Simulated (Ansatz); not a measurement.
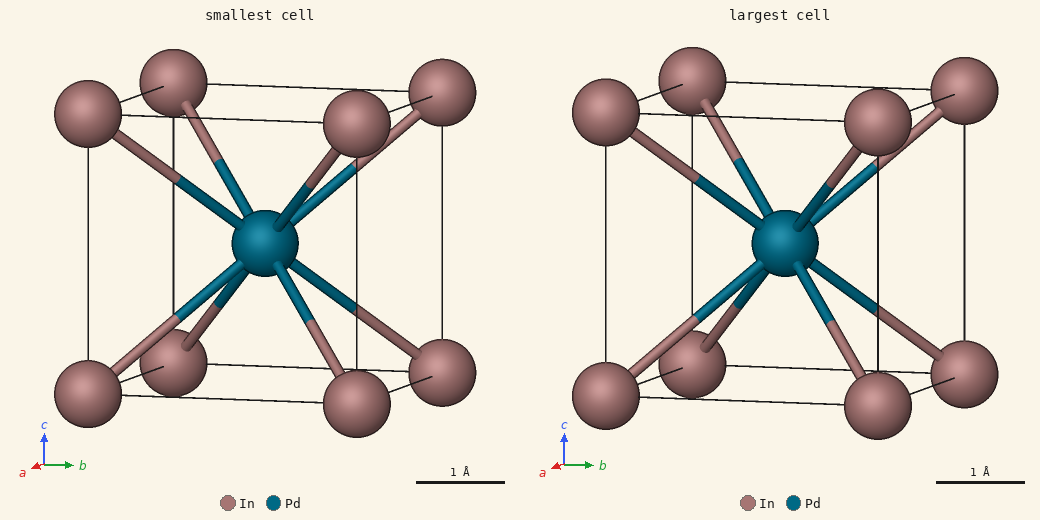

InPd, caesium chloride (CsCl, B2) type, space group Pm-3m (No. 221), relaxed (cell and atoms, zero pressure) with four choices of dispersion term on top of PBEsol; the smallest and the largest of the relaxed conventional cells are drawn to one scale (sticks follow a distance rule). The start was a structure listed in the Materials Project. It needn't be the stable form of this composition.

Alike in all runs: Ansatz 0.2.0; functional PBEsol; potentials Ansatz PAW; cutoff 420 eV; k mesh 8 × 8 × 8 on the run's cell of 2 atoms; occupations fermi-dirac, width 0.05 eV; no spin polarisation; no spin-orbit coupling. All runs are metallic.

| level | volume (Å³/atom) | a (Å) |
| --- | --- | --- |
| D4 | 16.81 | 3.228 |
| D3(BJ)-ATM | ? | ? |
| none | 17.11 | 3.247 |
| D3(BJ) | 16.50 | 3.208 |

Q: What does D3(BJ)-ATM give?

A: Volume 16.62 Å³/atom; a 3.215 Å. That is between D3(BJ) and D4 in volume.

Q: Order the levels by the relaxed volume, smallest first.

A: D3(BJ) (16.50 Å³/atom), D3(BJ)-ATM (16.62 Å³/atom), D4 (16.81 Å³/atom), none (17.11 Å³/atom). Rows within a few tenths of a per cent can't be told apart.

Caveat: the plane-wave basis is chosen anew once the cell has moved, so the energies of steps on either side of that aren't comparable; pairwise dispersion terms can overbind metals strongly.
